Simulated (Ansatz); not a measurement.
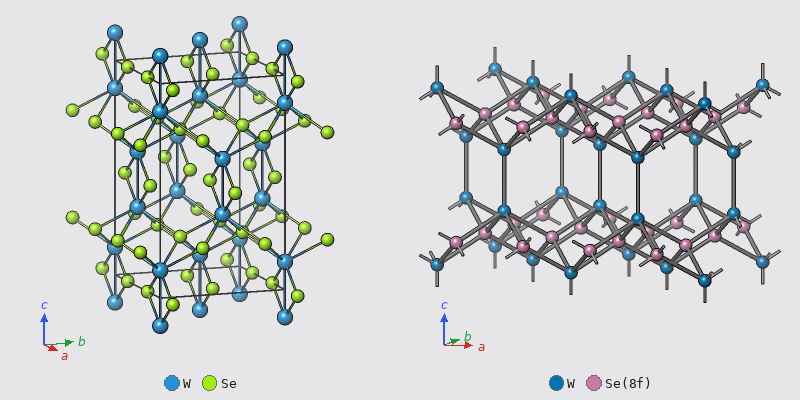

Left: the structure. Right: its underlying net. Nodes are coloured by topological kind. Edges to nodes outside the piece are drawn as stubs.

WSe₂ (space group Fmmm, No. 69). Coordinates: coordinates from a relaxation with Ansatz, DFT PBE, scalar-relativistic, plane waves, PAW; the starting structure was generated, so it need not be a known form of this composition.

Bonds are taken as Se–W below 3.1 Å and W–W below 3.3 Å; no other contact counts. The graph is simplified in the usual way: terminal and isolated atoms are pruned, two-connected atoms become edges. Two bridges between the same pair of nodes count as one edge.

The result is a binodal (4,5)-connected, three-periodic net: Se(8f) is a 4-connected node; W is a 5-connected node, in the ratio 1:1. Se(8g) becomes part of the edges. It is the tcs net, known from the Cr-Si framework of the ThCr2Si2 type with its Si-Si bonds. It is a single net, without interpenetration.

```
  node  links  point symbol  coordination sequence
Se(8f)      4         4⁴·6²          4 12 26 40 64
     W      5         4⁴·6⁶          5 12 24 44 65
```
